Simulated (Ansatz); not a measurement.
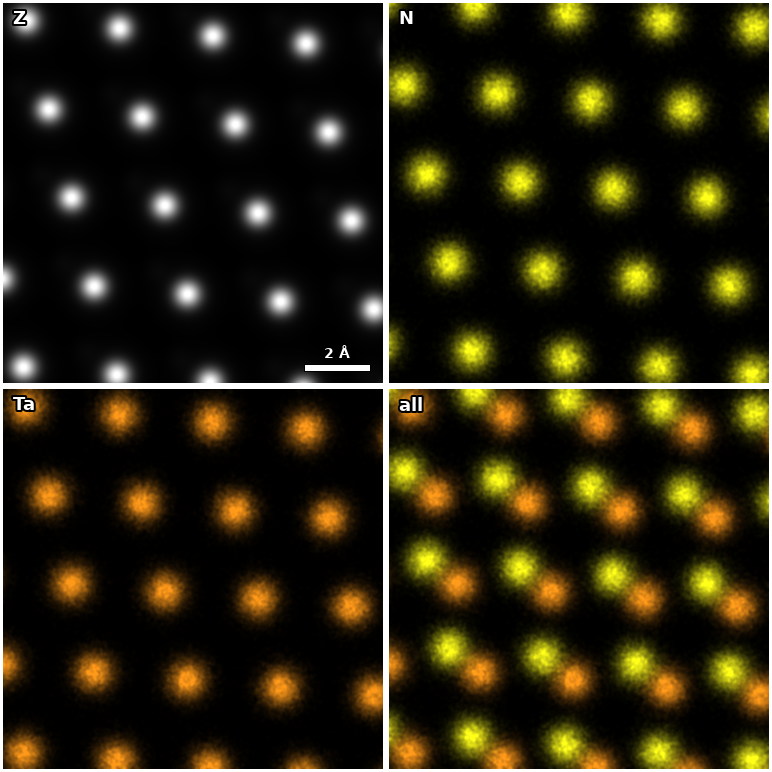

A crystal along [100]. Panel Z: Simulated incoherent Z contrast: every atom adds Z^1.6 spread by a probe of 0.66 Å full width; channelling and multiple scattering are left out. The probe carries 25 % of its weight in a tail 2.5 times as wide. The other panels are simulated element maps (the number of atoms of one element along the beam, blurred by 0.9 Å, with counting noise; each on its own scale, no channelling); the last overlays them.

### Describe the distribution of the elements over the columns.

The projected cell (2.89 × 2.96 Å, 109°) holds 2 columns: 1 of Ta and 1 of N. No column is shared by two of the mapped elements. The brightest columns of the Z-contrast image hold Ta.

The crystal is TaN (R3m, No. 160). Model: the geometry relaxed with Ansatz, DFT PBE, scalar-relativistic, plane waves, PAW; the starting structure was generated, so it need not be a known form of this composition.
